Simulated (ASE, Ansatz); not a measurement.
# Forces and charges in generalised stacking fault on (111) (glide set) of a GaP-AlP solid solution (72 atoms), part 2 of 2

Aim: energy, forces, charges and density of states of generalised stacking fault on (111) (glide set) of a GaP-AlP solid solution (72 atoms) at a fixed geometry.

Ansatz 0.2.0; Kohn-Sham DFT, LDA, PAW (set soft_2), plane waves.

The cell: 18 Al, 36 P and 18 Ga. The host structure and its lattice constant were typed by rule, without a check against the phase diagram.

So far. Step 2 (Plane-wave single point): Mean intrinsic-atomic-orbital charges: Al +0.35, Ga -0.01, P -0.17 e. Charges this small depend on the projection, at times even in sign. The charge on P changes by -0.092 e for each Al neighbour that takes the place of another kind, on average.

**3. Distances and neighbours**

These statistics describe the geometry on which the runs were made.

Density 3.21 g/cm³, 20.53 Å³ an atom.

Pair distribution functions g(r), in bins of 0.2 Å:

```tsv
r (Å)	total	P-P	P-Al	P-Ga	Al-Al	Al-Ga	Ga-Ga
2.30	5.05	0.00	10.10	10.05	0.00	0.00	0.00
2.50	0.77	0.00	1.53	1.53	0.00	0.00	0.00
2.70	0.00	0.00	0.00	0.00	0.00	0.00	0.00
2.90	0.00	0.00	0.00	0.00	0.00	0.00	0.00
3.10	0.00	0.00	0.00	0.00	0.00	0.00	0.00
3.30	0.00	0.00	0.00	0.00	0.00	0.00	0.00
3.50	0.00	0.00	0.00	0.00	0.00	0.00	0.00
3.70	0.00	0.00	0.00	0.00	0.00	0.00	0.00
3.90	6.07	12.17	0.00	0.00	11.44	13.17	10.70
4.10	0.62	0.90	0.32	0.32	0.45	1.12	1.12
4.30	0.00	0.00	0.00	0.00	0.00	0.00	0.00
4.50	4.38	0.00	8.76	8.77	0.00	0.00	0.00
4.70	0.00	0.00	0.00	0.00	0.00	0.00	0.00
4.90	0.00	0.00	0.00	0.00	0.00	0.00	0.00
5.10	0.00	0.00	0.00	0.00	0.00	0.00	0.00
5.30	0.00	0.00	0.00	0.00	0.00	0.00	0.00
5.50	1.62	3.21	0.00	0.00	3.28	3.27	3.26
5.70	0.53	0.06	1.02	1.02	0.00	0.00	0.00
5.90	2.40	0.00	4.88	4.75	0.00	0.00	0.00
6.10	0.13	0.00	0.19	0.32	0.00	0.00	0.00
6.30	0.00	0.00	0.00	0.00	0.00	0.00	0.00
6.50	0.13	0.26	0.00	0.00	0.34	0.17	0.35
6.70	3.99	7.95	0.00	0.00	8.07	7.91	8.12
6.90	0.03	0.08	0.00	0.00	0.08	0.04	0.00
7.10	2.12	0.00	4.28	4.17	0.00	0.00	0.00
7.30	0.08	0.00	0.10	0.21	0.00	0.00	0.00
7.50	0.60	1.15	0.06	0.08	1.27	1.01	1.27
7.70	1.55	2.74	0.36	0.34	2.38	3.10	2.37
```

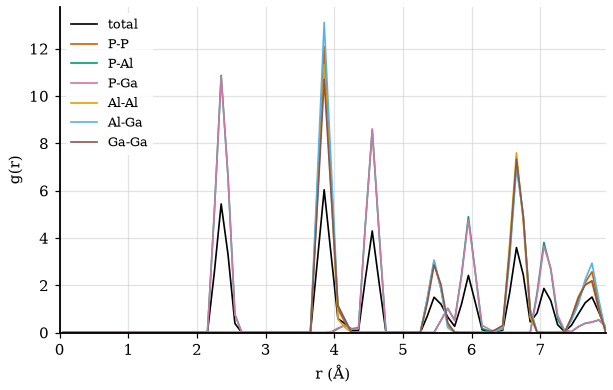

Pair distribution functions, lightly smoothed.

Bonds by pair of elements; cutoffs follow the first minimum of g(r), held within bounds set by covalent radii, and pairs that aren't listed don't count as bonded:

```tsv
pair A-B	cutoff (Å)	bonds	mean length (Å)	spread (Å)	shortest (Å)	B about A	A about B
P-Al	2.83	72	2.37	0.027	2.33	2	4
P-Ga	2.83	72	2.37	0.029	2.33	2	4
```

How many atoms have how many bonded neighbours:

```tsv
element	mean	4
Al	4	18
Ga	4	18
P	4	36
```

Bond angles, per cent of each kind in bins of 5°:

```tsv
angle (°)	Al-P-Ga	P-Al-P	P-Ga-P	Al-P-Al	Ga-P-Ga
100–105	4.2	3.7	6.5	4.1	6.1
105–110	72.9	75.9	71.3	77.6	71.4
110–115	22.9	20.4	22.2	18.4	22.4
```

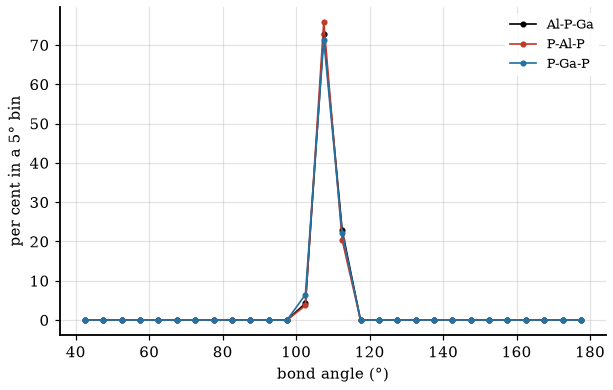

Distributions of the most common bond angles.

Bond angles (no mean is given where the spread exceeds 20°):

```tsv
angle	count	mean (°)	spread (°)
Al-P-Ga	118	110	1.9
P-Al-P	108	109	1.9
P-Ga-P	108	109	1.9
Al-P-Al	49	109	1.7
Ga-P-Ga	49	109	2.1
```

Rings of the network by King's shortest-path rule, up to 12 atoms, one path for each pair of neighbours; H, halogens, alkali and alkaline-earth atoms are left out, and the last column divides by all other atoms, bonded or not:

```tsv
ring size (atoms)	rings	per network atom
6	143	1.99
```

With the cutoffs above, all Al atoms have 4, all Ga atoms have 4 and all P atoms have 4 bonded neighbours. The Al-P-Ga angle averages 110° with a spread of 1.9°. All rings counted have 6 atoms.

A closer look about Al15, which bears the longest force: 8 atoms, nearest first, numbered in the order of the input, with positions taken from that point.

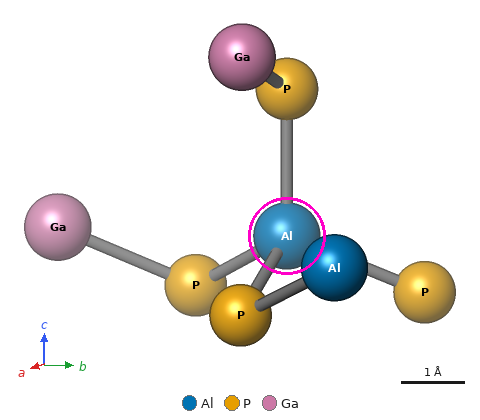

The atoms of the table, within 3.8 Å (arrows a, b, c point along x, y, z); some may hide others; the central atom is ringed.

```tsv
atom	x	y	z	distance (Å)	bonds	intrinsic-atomic-orbital charge (e)	Fx	Fy	Fz (eV/Å)
Al15	0.00	0.00	0.00	0.00	4	0.34	0.03	-0.02	-1.38
P16	-0.02	0.00	2.35	2.35	4	-0.08	0.13	0.09	0.09
P70	-1.13	1.93	-0.96	2.43	4	-0.18	0.11	0.14	0.87
P56	-1.13	-1.91	-1.01	2.44	4	-0.28	0.08	-0.12	1.29
P54	2.24	-0.01	-1.00	2.45	4	-0.26	-0.11	0.06	1.22
Ga17	2.22	0.01	3.13	3.84	4	0.00	-0.01	-0.05	0.14
Ga5	0.00	-3.84	-0.02	3.84	4	-0.01	-0.09	-0.06	-0.98
Al11	3.33	1.94	-0.02	3.85	4	0.34	0.01	-0.04	-1.13
```

The column of bonds counts only the pairs P-Al within 2.83 Å, P-Ga within 2.83 Å; other neighbours, such as metal atoms beside each other in a compound, aren't counted, and periodic images can show an atom twice.

**4. Summary of results**

```
free energy per atom                             : -1418.3889 eV/atom
density                                          : 3.209 g/cm³
pressure                                         : -2.69 GPa
r.m.s. force component                           : 0.307 eV/Å
gap (highest filled to lowest empty level) : 1.259 eV
wall time of the 1 DFT run                       : 28 s
```

Between filled and empty levels lie 1.26 eV on the run's k-points; the mesh holds the band edges only if they fold onto it, so the gap at this level can be narrower or closed, while local or semilocal functionals tend to narrow gaps against experiment. With the cutoffs above, all Al atoms have 4, all Ga atoms have 4 and all P atoms have 4 bonded neighbours.

**Limits.** The geometry was built by rule, was displaced at random and isn't relaxed at this level: its force components are 0.31 eV/Å r.m.s. The pressure of -2.7 GPa belongs to a cell and atoms that aren't relaxed at this level.

[Logs are printed without paths, hosts, clocks, repeated set-up lines and the standing remarks that a program may print on its own settings, such as how far it seeks lower states.]

[Hosts, paths, dates, database ids (printed as entryN), source tags and the programs' standing remarks are cut or masked in the printed files.]
